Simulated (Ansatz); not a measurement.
# Geometry relaxation of Hf$_{6}$Si$_{6}$HO$_{24}$ (charge +1) (part 2 of 3)

Hf$_{6}$Si$_{6}$HO$_{24}$ (defect cell, 37 atoms in the cell, total charge +1); DFT PBE, scalar-relativistic, plane waves, PAW, no spin polarisation (Ansatz 0.2.0); cutoff 420 eV, 2×2×2 k-mesh, Gaussian smearing of 0.02 eV. The structure derives from a Materials Project entry. It belongs to a series of runs on one base structure; here: H_i, charge +1, atoms relaxed at the host's cell.

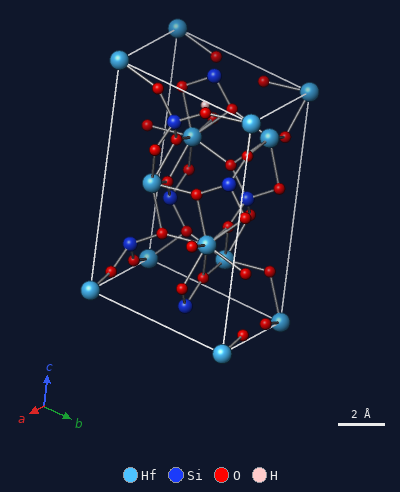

Figure 1. The geometry at step 1 of the log (ball-and-stick view of the cell of the calculation, seen slightly off an axis).

Output, continued
```
  k-point 0: bands = ["-50.9353", "-50.8894", "-50.7504", "-50.7233", "-50.7064", "-50.7026", "-19.7700", "-19.6569", "-19.6481", "-19.6175", "-19.6093", "-19.5556", "-19.5238", "-19.5161", "-19.4908", "-19.4545", "-19.4373", "-19.4269", "-19.4169", "-19.3807", "-19.3787", "-19.3478", "-19.3439", "-19.3065", "-10.3460", "-9.1150", "-8.6208", "-8.5539", "-8.4940", "-8.4517", "-8.2784", "-8.0732", "-8.0034", "-7.5831", "-7.4569", "-7.3677", "-7.2975", "-7.2138", "-7.0160", "-6.9931",
      "-6.9913", "-6.9657", "-6.9106", "-6.8976", "-6.8502", "-6.8403", "-6.8242", "-6.8024", "-0.8538", "-0.8490", "-0.8404", "-0.8267", "-0.8220", "-0.8104", "-0.8053", "-0.8028", "-0.7969", "-0.7883", "-0.7785", "-0.7729", "-0.7555", "-0.7533", "-0.6586", "-0.6537", "-0.6500", "-0.6470", "-0.6401", "-0.6379", "-0.6357", "-0.6337", "-0.6274", "-0.6249", "-0.6214", "-0.6175", "-0.6136", "-0.6122", "-0.6093", "-0.6067", "-0.6041", "-0.6000",
      "-0.5972", "-0.5972", "-0.5968", "-0.5956", "-0.5951", "-0.5937", "-0.5932", "-0.5906", "-0.5808", "-0.5791", "1.7910", "2.3186", "2.4818", "2.6543", "3.6490", "3.7404", "3.7937", "3.9196", "4.0587", "4.0936", "4.2578", "4.3718", "4.4004", "4.7218", "5.2238", "5.2689", "5.3760", "5.4426", "5.5263", "5.5563", "5.8511", "5.8872", "6.0386", "6.0555", "6.1551", "6.4067", "6.4716", "6.5004", "6.5232", "6.6240",
      "6.6286", "6.6751", "6.9095", "6.9295", "6.9687", "7.0477", "7.1743", "7.3142", "7.3475", "7.3802", "7.4249", "7.4588", "7.4741", "7.5027", "7.5615", "7.6506", "7.6671", "7.7214", "7.7856", "8.0996", "8.1877", "8.3812", "8.4683", "8.5508", "8.5631", "8.6398", "8.6941", "8.7352", "8.8024", "8.8832", "8.9432", "8.9569", "9.0171", "9.0655", "9.1283", "9.1791", "9.2160", "9.2418", "9.2631", "9.3185",
      "9.3499", "9.6737", "15.1571", "15.3714", "15.5280", "15.5540", "15.6075", "15.6435", "15.8388", "15.9052", "15.9581", "16.0154", "16.0306", "16.0578", "16.1107", "16.2058", "16.3243", "16.4950", "16.6115", "16.7685", "16.8252", "16.8484", "16.9075", "17.0204", "17.0421", "17.3262", "17.4359", "17.5123", "17.5422", "17.6669", "18.1652", "18.2636", "18.3825", "18.6744", "18.8131", "18.8692", "19.1652", "19.2669", "19.3018"]
  k-point 1: bands = ["-50.9353", "-50.8894", "-50.7504", "-50.7233", "-50.7064", "-50.7026", "-19.7700", "-19.6569", "-19.6481", "-19.6175", "-19.6092", "-19.5556", "-19.5238", "-19.5162", "-19.4908", "-19.4546", "-19.4370", "-19.4270", "-19.4171", "-19.3802", "-19.3792", "-19.3479", "-19.3438", "-19.3065", "-10.3381", "-8.9743", "-8.8506", "-8.7089", "-8.5733", "-8.3403", "-8.3044", "-7.8152", "-7.6920", "-7.5975", "-7.5352", "-7.4711", "-7.4465", "-7.2139", "-7.0161", "-6.9942",
      "-6.9919", "-6.9625", "-6.9147", "-6.8935", "-6.8582", "-6.8387", "-6.8204", "-6.8022", "-0.8539", "-0.8491", "-0.8404", "-0.8267", "-0.8220", "-0.8104", "-0.8053", "-0.8028", "-0.7970", "-0.7883", "-0.7787", "-0.7729", "-0.7556", "-0.7534", "-0.6587", "-0.6537", "-0.6500", "-0.6469", "-0.6401", "-0.6379", "-0.6357", "-0.6339", "-0.6274", "-0.6248", "-0.6216", "-0.6176", "-0.6136", "-0.6121", "-0.6089", "-0.6071", "-0.6043", "-0.6003",
      "-0.5987", "-0.5972", "-0.5967", "-0.5954", "-0.5947", "-0.5942", "-0.5924", "-0.5914", "-0.5808", "-0.5789", "1.9130", "2.6672", "2.8087", "2.8940", "2.9311", "3.0011", "3.0528", "3.9770", "4.1241", "4.4805", "4.6056", "4.6148", "4.8810", "4.8970", "5.0092", "5.0154", "5.0475", "5.1070", "5.2389", "5.8013", "6.0592", "6.1156", "6.1476", "6.2569", "6.2833", "6.3418", "6.4178", "6.5675", "6.5987", "6.6949",
      "6.7412", "6.7608", "6.7742", "6.9054", "7.0276", "7.1151", "7.1765", "7.2156", "7.2820", "7.2941", "7.3519", "7.3852", "7.5081", "7.5955", "7.6043", "7.6660", "7.8428", "7.9959", "8.0380", "8.0872", "8.1198", "8.2375", "8.2556", "8.3724", "8.5093", "8.6263", "8.6374", "8.6929", "8.7794", "8.7901", "8.8202", "8.8536", "8.8843", "8.8903", "8.9183", "9.0243", "9.2459", "9.2759", "9.4061", "9.4591",
      "9.5427", "9.6990", "15.1875", "15.4719", "15.5035", "15.6017", "15.7870", "15.8362", "15.8718", "15.9204", "15.9301", "15.9931", "16.0240", "16.0941", "16.2612", "16.3016", "16.3500", "16.3779", "16.5445", "16.6423", "16.8039", "16.9501", "17.0216", "17.0722", "17.2448", "17.4104", "17.4778", "17.5239", "17.6735", "17.7855", "17.9034", "17.9413", "18.0105", "18.0943", "18.6542", "18.9468", "19.1972", "19.2455", "19.2827"]
  k-point 2: bands = ["-50.9353", "-50.8894", "-50.7503", "-50.7231", "-50.7064", "-50.7028", "-19.7536", "-19.6760", "-19.6476", "-19.6183", "-19.6097", "-19.5536", "-19.5233", "-19.4881", "-19.4847", "-19.4750", "-19.4630", "-19.3888", "-19.3806", "-19.3802", "-19.3754", "-19.3701", "-19.3545", "-19.3442", "-10.2689", "-8.8873", "-8.7587", "-8.5673", "-8.4673", "-8.3877", "-8.3292", "-7.8652", "-7.6924", "-7.5358", "-7.5083", "-7.3752", "-7.3127", "-7.2344", "-7.2077", "-7.1481",
      "-7.1253", "-7.0459", "-7.0066", "-6.9777", "-6.9502", "-6.9284", "-6.8625", "-6.8383", "-0.8603", "-0.8452", "-0.8413", "-0.8289", "-0.8223", "-0.8155", "-0.8046", "-0.8025", "-0.7941", "-0.7883", "-0.7836", "-0.7728", "-0.7601", "-0.7556", "-0.6594", "-0.6569", "-0.6536", "-0.6479", "-0.6427", "-0.6397", "-0.6358", "-0.6339", "-0.6333", "-0.6265", "-0.6219", "-0.6196", "-0.6153", "-0.6122", "-0.6099", "-0.6065", "-0.6054", "-0.6044",
      "-0.6017", "-0.5994", "-0.5964", "-0.5950", "-0.5948", "-0.5945", "-0.5916", "-0.5891", "-0.5850", "-0.5808", "2.0321", "2.7670", "2.8548", "2.8681", "3.6331", "3.7646", "3.8390", "4.1870", "4.3911", "4.6156", "4.6976", "4.7404", "4.7762", "4.8538", "5.0266", "5.1079", "5.1972", "5.2829", "5.4118", "5.4296", "5.5186", "5.6553", "5.9160", "6.0698", "6.2092", "6.2227", "6.3248", "6.4710", "6.5363", "6.5766",
      "6.6080", "6.6579", "6.7799", "6.8413", "6.8997", "6.9740", "7.0497", "7.1369", "7.1732", "7.2217", "7.3236", "7.4578", "7.5763", "7.5921", "7.6065", "7.6935", "7.7441", "7.8136", "7.9405", "8.0435", "8.0709", "8.1895", "8.2458", "8.3839", "8.4027", "8.4633", "8.6174", "8.6200", "8.6838", "8.7609", "8.7728", "8.8040", "8.8749", "8.9270", "8.9469", "8.9973", "9.0825", "9.1675", "9.3090", "9.3464",
      "9.4953", "9.4993", "15.1759", "15.2446", "15.3748", "15.3953", "15.4044", "15.4545", "15.5020", "15.8202", "16.0486", "16.1431", "16.1724", "16.2546", "16.3712", "16.4407", "16.5199", "16.5798", "16.5840", "16.7735", "16.9014", "17.0059", "17.0636", "17.2210", "17.3319", "17.4829", "17.5177", "17.6379", "17.7076", "17.9822", "18.2255", "18.5213", "18.6020", "18.8056", "18.8619", "19.0478", "19.1701", "19.3106", "19.3766"]
  k-point 7: bands = ["-50.9353", "-50.8894", "-50.7502", "-50.7232", "-50.7065", "-50.7028", "-19.7549", "-19.6819", "-19.6321", "-19.6273", "-19.5805", "-19.5603", "-19.5115", "-19.5024", "-19.4815", "-19.4513", "-19.4419", "-19.4142", "-19.4126", "-19.3991", "-19.3723", "-19.3613", "-19.3563", "-19.3511", "-10.2512", "-8.6667", "-8.5541", "-8.4712", "-8.4383", "-8.3911", "-8.3089", "-7.8163", "-7.6242", "-7.6048", "-7.5220", "-7.3596", "-7.3255", "-7.2707", "-7.2237", "-7.1760",
      "-7.1469", "-7.1317", "-7.1036", "-7.0863", "-7.0742", "-7.0447", "-7.0320", "-7.0020", "-0.8605", "-0.8488", "-0.8450", "-0.8288", "-0.8225", "-0.8143", "-0.8097", "-0.8012", "-0.7936", "-0.7920", "-0.7799", "-0.7735", "-0.7642", "-0.7590", "-0.6626", "-0.6602", "-0.6556", "-0.6484", "-0.6434", "-0.6402", "-0.6398", "-0.6340", "-0.6321", "-0.6290", "-0.6227", "-0.6217", "-0.6154", "-0.6148", "-0.6144", "-0.6131", "-0.6100", "-0.6008",
      "-0.5997", "-0.5995", "-0.5979", "-0.5961", "-0.5953", "-0.5939", "-0.5921", "-0.5914", "-0.5845", "-0.5843", "2.1448", "3.4700", "3.6179", "3.6816", "3.7575", "3.7713", "3.8301", "4.5535", "4.6368", "4.8262", "4.8905", "4.9025", "4.9755", "5.0121", "5.0415", "5.1347", "5.1939", "5.2160", "5.3137", "5.3310", "5.3380", "5.4156", "5.5263", "5.5746", "5.5910", "6.0127", "6.1511", "6.2067", "6.2658", "6.3831",
      "6.4323", "6.7894", "6.7976", "6.8939", "6.9689", "6.9865", "7.0512", "7.0838", "7.1321", "7.1964", "7.2472", "7.2844", "7.3492", "7.5374", "7.7231", "7.7353", "7.8067", "7.8458", "7.9778", "8.0882", "8.1141", "8.1848", "8.2714", "8.3207", "8.4207", "8.5234", "8.5400", "8.5693", "8.6105", "8.6181", "8.6837", "8.7471", "8.7753", "8.8053", "8.8305", "8.8428", "8.9152", "9.1405", "9.2240", "9.2447",
      "9.2739", "9.2890", "14.8963", "14.9876", "15.0222", "15.0846", "15.1178", "15.1504", "15.5979", "16.0099", "16.0835", "16.0946", "16.2673", "16.2875", "16.3161", "16.4253", "16.5603", "16.5802", "16.6382", "16.6854", "17.1832", "17.3937", "17.5434", "17.6588", "17.7457", "17.8185", "18.0022", "18.1604", "18.2389", "18.3540", "18.4055", "18.4456", "18.7244", "18.8969", "18.9827", "19.1410", "19.1927", "19.2526", "19.2992"]
--- Relaxed structure (10 steps of the walk, 10 accepted, 0 SCFs on fresh bases) ---
  F+E_penalty+E_count = -111842.43126968 eV   max|allowed force component| = 1.233e-2 eV/Å
  atoms:
    - { symbol: Hf, position: [0.6707033512178721, 0.6636873873924223, 0.33797560618906475] }
    - { symbol: Hf, position: [1.0013862771994249, -0.00031622255184032106, -0.0003175751590566391] }
    - { symbol: Hf, position: [0.333055779691047, 0.31993953128917324, 0.6560652562024788] }
    - { symbol: Hf, position: [0.7512557259347608, 0.24439629572148638, 0.49748336475851307] }
    - { symbol: Hf, position: [0.08371079414316582, 0.5771283503084458, 0.16893518329069143] }
    - { symbol: Hf, position: [0.4139573301281317, 0.9281824961799406, 0.8321651691681512] }
    - { symbol: Si, position: [0.25250023905675856, 0.7404779148727033, 0.500966532057731] }
    - { symbol: Si, position: [0.5845913445922168, 0.07861092508130861, 0.16647412646424822] }
    - { symbol: Si, position: [0.9190605905795564, 0.4089486837372766, 0.8305173073593319] }
    - { symbol: Si, position: [0.8337128309548221, 0.8289442883693936, 0.6669756484722326] }
    - { symbol: Si, position: [0.16680778517057096, 0.15723011291789632, 0.3298818612468336] }
    - { symbol: Si, position: [0.5065813298090945, 0.48768070196517754, 0.007717699617473752] }
    - { symbol: O, position: [0.112114882002598, 0.2835829350736938, 0.2111609428300755] }
    - { symbol: O, position: [0.5025812517639954, 0.6311418836541258, 0.8940937334007384] }
    - { symbol: O, position: [0.780048577494828, 0.9533466693996782, 0.5465224784889042] }
    - { symbol: O, position: [0.008253577869547613, 0.6794801733642264, 0.381116154240196] }
    - { symbol: O, position: [0.34049942549803813, 0.012022123390495834, 0.04282578774165722] }
    - { symbol: O, position: [0.6745359844078527, 0.3412014879110584, 0.7084560559143848] }
    - { symbol: O, position: [0.3755418969470279, 0.683547838235178, 0.37981634280580495] }
    - { symbol: O, position: [0.7078485489765526, 0.03105505011936325, 0.04524809574107107] }
    - { symbol: O, position: [0.05294762317268914, 0.3660685970313254, 0.716849528868931] }
    - { symbol: O, position: [0.7716196976363242, 0.5840257756598248, 0.5469028990113606] }
    - { symbol: O, position: [0.10288651231461793, 0.9134936197890269, 0.20919637111195868] }
    - { symbol: O, position: [0.43198136681264065, 0.257084592621446, 0.8750817400708201] }
    - { symbol: O, position: [0.4112298170630838, 0.21548853801401893, 0.4514867135968705] }
    - { symbol: O, position: [0.7477594089131944, 0.5402577102382893, 0.1263441201753586] }
    - { symbol: O, position: [0.07888702323873292, 0.8848571115946358, 0.7881641829073515] }
    - { symbol: O, position: [0.3167833267818991, 0.6230958385838734, 0.6262053433999466] }
    - { symbol: O, position: [0.6491771694202783, 0.9519936219646605, 0.2854809267050214] }
    - { symbol: O, position: [0.9843004644231967, 0.2892567635709845, 0.9532212747621658] }
    - { symbol: O, position: [0.3078505527937767, 0.9879055124325687, 0.619318360514935] }
    - { symbol: O, position: [0.6373809565785048, 0.32277706785207516, 0.28790992667192666] }
    - { symbol: O, position: [0.9439766101391047, 0.654981070631351, 0.9485720075537935] }
    - { symbol: O, position: [0.7079729157933292, 0.8946699907480387, 0.7868878100955953] }
    - { symbol: O, position: [0.04491340287797091, 0.22210379320042745, 0.45223793915655197] }
    - { symbol: O, position: [0.3691955193958106, 0.5640685511526045, 0.1152714173468392] }
    - { symbol: H, position: [0.659264600906984, 0.652347568583646, 0.9057213862200454] }
```

Trajectory as extended XYZ (Å, eV, eV/Å), 6 of the 10 frames kept, from step=1 to step=10
```
37
Lattice="-6.6449 0.0000 0.0000 0.0000 -6.6449 0.0000 3.3225 3.3225 9.0224" Properties=species:S:1:pos:R:3:forces:R:3 step=1 energy=-111838.74304
Hf   -3.3352   -3.3048    3.0145    0.3998  -0.0178   0.7979
Hf   -6.6597   -0.0094   -0.0036    0.0657  -0.6683   0.3336
Hf    0.0268    0.0135    5.9967    0.6670   0.3852  -1.0874
Hf   -3.3200    0.0177    4.4975   -0.4835  -0.1050  -0.7364
Hf   -0.0370   -3.3090    1.5153   -0.6689   0.2903   1.1786
Hf    0.0045   -3.3318    7.5157   -0.0661  -0.8505  -0.3650
Si   -0.0112   -3.3074    4.5139   -0.0849  -0.0557  -0.0787
Si   -3.3297    0.0102    1.5016    0.0035  -0.0555   0.3012
Si   -3.2918    0.0181    7.5111   -3.0303   0.6414  -0.6489
Si   -3.3255   -3.3122    6.0105   -0.0106   0.0363  -0.3012
Si    0.0009    0.0151    2.9980    0.0975  -0.0594   0.1135
Si   -3.3726   -3.3340    0.0167    2.9168   1.5884  -0.0216
O     0.0085   -1.2136    1.9157    0.0005  -0.1289  -0.2062
O     0.1267   -1.2334    7.9269   -1.6801   0.7232   0.6765
O    -3.3128   -4.5291    4.9156    0.0756  -0.1374   0.0810
O     1.2119   -3.3150    3.4337    0.2054   0.0043  -0.3543
O    -2.1028   -0.0285    0.4185    0.1018   0.1448  -0.2410
O    -2.1346    0.0097    6.3826    1.6840  -0.2798   1.0921
O    -1.2311   -3.3008    3.4201   -0.0196   0.0103  -0.1621
O    -4.5514    0.0324    0.4066   -0.0674   0.1359  -0.1899
O     2.1135    0.0384    6.4153   -0.0061  -0.0593   0.3671
O    -3.3385   -2.0824    4.9300    0.0427   0.0548   0.0139
O    -0.0012   -5.4075    1.9096    0.0279   0.2216  -0.3262
O    -0.0078    1.2256    7.9257   -0.4300  -0.9061   0.4045
O    -1.2221    0.0075    4.0783   -0.2166   0.0185   0.3525
O    -4.5440   -3.2745    1.1228   -1.3256  -0.4991  -0.8638
O     2.0924   -3.3510    7.0934   -0.1040   0.1039   0.2457
O    -0.0088   -2.0851    5.6024   -0.0216   0.1992   0.2958
O    -3.3168   -5.4049    2.5820   -0.0614   0.1189  -0.0814
O    -3.3249    1.2256    8.6088    0.3832  -0.4128  -0.0588
O    -0.0187   -4.5360    5.5963   -0.0254  -0.1238   0.1900
O    -3.3426   -1.2067    2.5965   -0.0565  -0.1178  -0.0775
O    -3.4782   -1.2405    8.5913    1.7343   0.9757  -0.5250
O    -2.1037   -3.2901    7.1054    0.0575   0.0869   0.2022
O     1.2207    0.0218    4.0921    0.0106   0.0085   0.1396
O    -2.1237   -3.2840    1.0969   -0.1713  -0.2007  -0.3646
H    -1.6737   -0.5611    8.2376    0.0564  -1.0716  -0.0954
```
